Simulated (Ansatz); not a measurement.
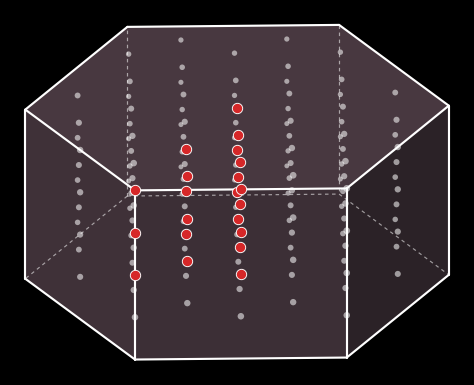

The Γ-centred 6×6×4 k-point mesh of a calculation on N (DFT PBEsol, scalar-relativistic, plane waves, PAW (Ansatz)), folded into the first Brillouin zone of the 4-atom cell that was run; each point of the zone's surface is drawn once. One point of each star is marked in colour. Space group P6_3/mmc.

```xyz
4
Lattice="4.1672 0.0000 0.0000 -2.0836 3.6089 0.0000 0.0000 0.0000 7.0060" Properties=species:S:1:pos:R:3 pbc="T T T"
N     0.0000    2.4060    2.3045
N     0.0000    2.4060    1.1985
N     2.0836    1.2030    5.8075
N     2.0836    1.2030    4.7015
```

**To how many irreducible points do the crystal's point group and time reversal reduce the mesh (magnetic order left aside)?**

21 of 144.

**List one member of each star with its weight, in the reciprocal vectors of this cell.**

```csv
k₁,k₂,k₃,weight
0,0,0,1
0,0,1/4,2
1/6,0,0,6
1/6,0,1/4,12
0,0,1/2,1
1/3,−1/6,0,6
1/6,0,1/2,6
1/3,−1/6,1/4,12
1/3,0,0,6
1/3,0,1/4,12
1/3,−1/6,1/2,6
1/3,0,1/2,6
1/2,−1/6,0,12
1/2,−1/6,1/4,24
1/2,0,0,3
1/2,−1/6,1/2,12
1/2,0,1/4,6
1/2,0,1/2,3
2/3,−1/3,0,2
2/3,−1/3,1/4,4
2/3,−1/3,1/2,2
```

**How fine is the mesh?**

Spacing |bᵢ|/nᵢ = 0.290, 0.290, 0.224 1/Å (2π included).
